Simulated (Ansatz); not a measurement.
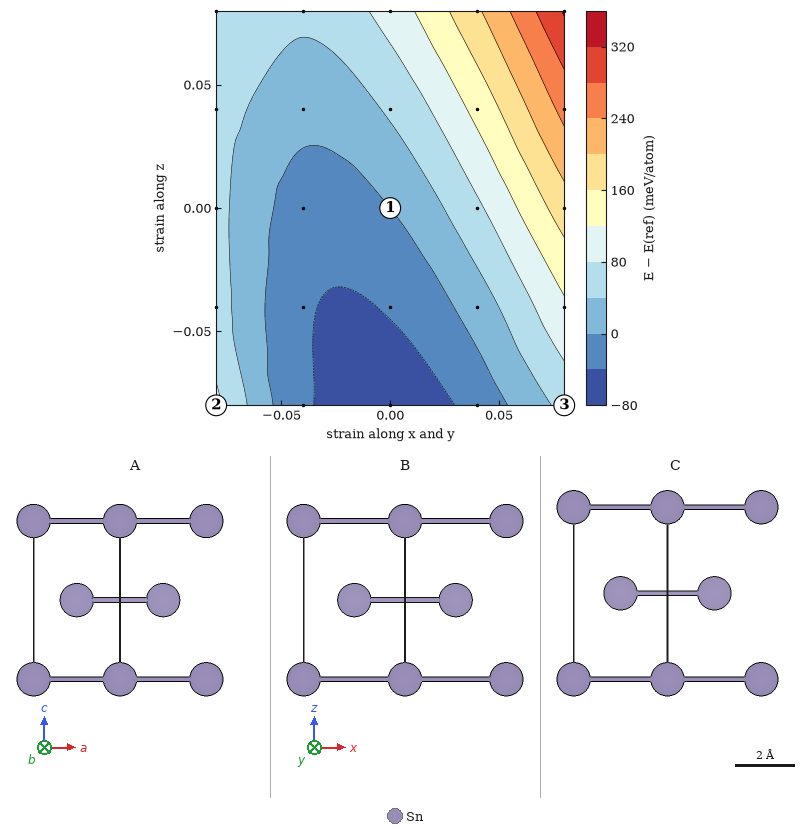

Solid Sn (I4/mmm): the cell is strained equally along x and y and separately along z, with the atoms kept at their fractional coordinates. x, y and z are the Cartesian axes of the input. The map is interpolated between the computed points (dots). The frames are shuffled; each belongs to one numbered point. The picture is a ball-and-stick view of the conventional cell (2 times the calculation's cell), repeated 2 × 3 × 1 with one cell outlined, seen along the b axis. Lengths and directions refer to the drawn axes.

The calculation used DFT PBEsol, scalar-relativistic, plane waves, PAW in Ansatz 0.2.0. Set-up: plane-wave cutoff 420 eV; k-point mesh 20 × 20 × 20; occupations gaussian; smearing width 0.15 eV; no spin polarisation. Energies (free energies at the smearing named) are counted from the cell as listed in its source, which wasn't relaxed.

Which frame belongs to which numbered point?

Point 1 is frame C, at (0.000, 0.000) and 0 meV/atom; 2 is frame A, at (−0.080, −0.080) and 88 meV/atom; 3 is frame B, at (0.080, −0.080) and 52 meV/atom. In pairs of (strain along x and y; strain along z): the lowest computed point lies at (0.000, −0.080) (−60 meV/atom), the highest at (0.080, 0.080) (324 meV/atom). It lies on the edge of the grid, so the true minimum may be outside the range scanned. The pressure runs from −8.2 GPa at (0.080, 0.080) to 12.1 GPa at (−0.080, −0.080).
